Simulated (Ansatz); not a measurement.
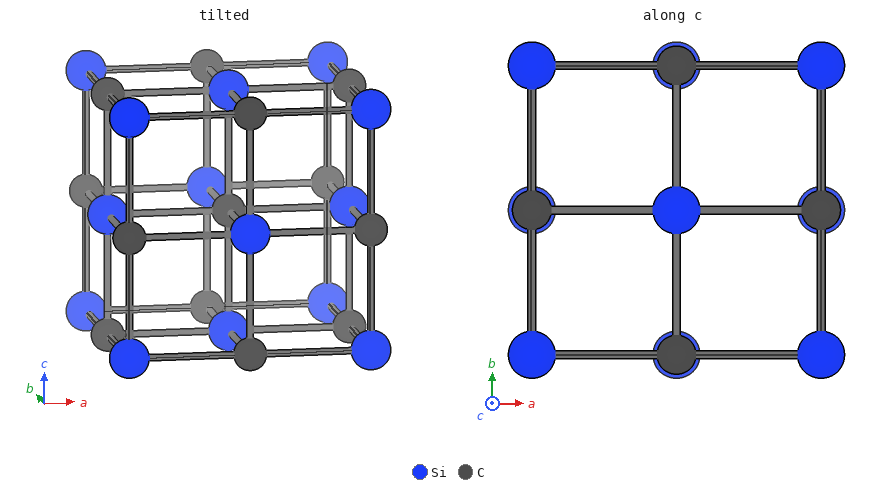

Ball-and-stick representation of a periodic structure, projected slightly off an axis and along the c axis. The conventional unit cell is outlined; an atom on or near a face, edge or corner is repeated at each equivalent position.

SiC, space group Fm-3m (No. 225), a = 4.03 Å, b = 4.03 Å, c = 4.03 Å, α = 90.00°, β = 90.00°, γ = 90.00°.

Computational set-up: DFT, PBE, plane waves, PAW in Ansatz, an energy cutoff of 420 eV, k-points about 0.27 Å⁻¹ apart, Fermi-Dirac smearing of 0.02 eV, no spin polarisation.

What is the electronic character?

A metal: bands cross the Fermi level.

What is the computed pressure?

The computed pressure is 5.4 GPa (compressed: it would expand).

It derives from a structure type filled with these elements by a generator (whether the compound takes this form wasn't checked). Earlier steps of the study, as a rule a relaxation of our own, may have changed the cell and positions, so they can lie some per cent off the listed ones. It was run through Ansatz as a DFT input.

At this level of theory the run's own cell isn't at rest (compressed, at 5 GPa), so its distances can differ from those at equilibrium, the more so the softer the solid.
